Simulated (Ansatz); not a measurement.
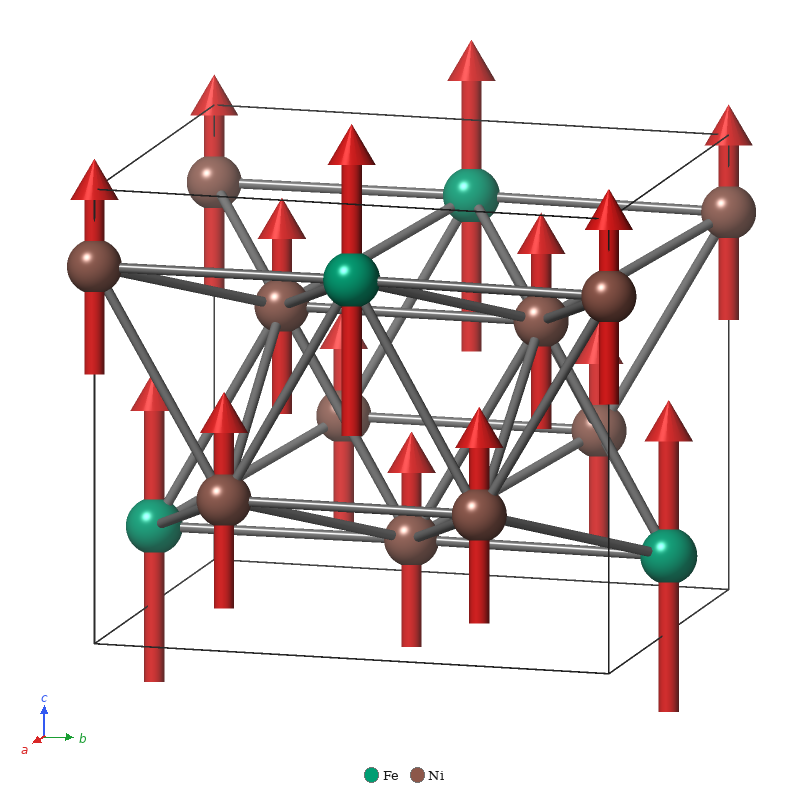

Shown here is a ball-and-stick view of the crystal, taken slightly off an axis. The parallelepiped is the simulation cell. Arrows are the site magnetic moments above 0.25 μB; longer means larger, and red and blue are up and down (without spin-orbit coupling the axis itself is arbitrary).

This is the state reached for FeNi₃. Electronic-structure method: Ansatz, DFT PBE, scalar-relativistic, plane waves, PAW. Parameters: a plane-wave cutoff of 420 eV, Brillouin-zone sampling on a 10×8×10 mesh, Gaussian smearing of 0.1 eV, collinear spins.

> What do the arrows say about the order?

Ferromagnetic (within this cell). Site moments: 2 Fe +2.8 μB and 6 Ni +0.7 μB. The net spin moment of the whole cell is 9.3 μB, including what lies between the atoms and on sites without an arrow.

Origin of the cell: a structure listed in the Materials Project. The geometry is the end of a relaxation with DFT PBE, scalar-relativistic, plane waves, PAW (Ansatz).
